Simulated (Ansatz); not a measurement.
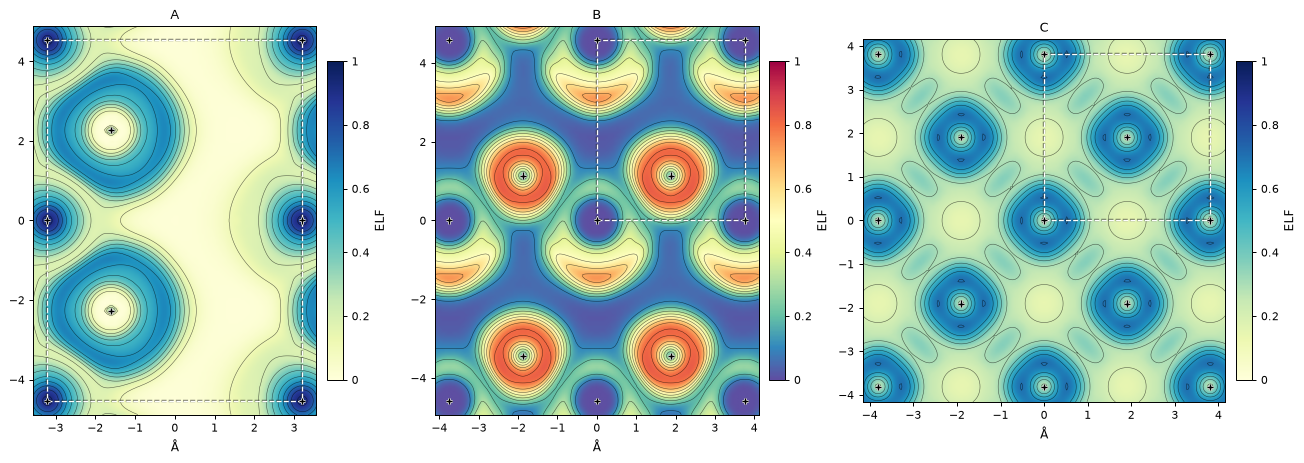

The electron localisation function of 3 systems, each on a plane through atoms (crosses mark nuclei in the plane).

Level of theory: DFT LDA, scalar-relativistic, plane waves, PAW in Ansatz.

System 1: Ir, the (001) plane of the conventional cell. Space group Fm-3m; a generated structure, not necessarily the stable one; computed without spin polarisation.

System 2: CdTe, the (101) plane of the conventional cell. Space group F-43m.

```
Cd Te
1.0
     6.41000    0.00000    0.00000
     0.00000    0.00000   -6.41000
     0.00000    6.41000    0.00000
Cd Te
4 4
Direct
  0.50000 0.50000 0.00000
  0.00000 0.50000 0.50000
  0.00000 0.00000 0.00000
  0.50000 0.00000 0.50000
  0.25000 0.75000 0.25000
  0.75000 0.75000 0.75000
  0.75000 0.25000 0.25000
  0.25000 0.25000 0.75000
```

System 3: SnO, the (100) plane of the conventional cell. Space group P4/nmm.

> Which map belongs to which system?

Panel A is system 2, CdTe: the plane holds Cd and Te. Cd–Te (2.78 Å): the ELF is about 0.50 at the midpoint and 0.20 at its lowest between the atoms. Panel B is system 3, SnO: the plane holds Sn and O. Sn–O (2.20 Å): the ELF peaks at about 0.85 in the valence shell of O, 0.6 Å from its nucleus, and is about 0.20 at the midpoint; no localised pair shows between them. Panel C is system 1, Ir: the plane holds Ir. Ir–Ir (2.69 Å): the ELF is about 0.35 at the midpoint.
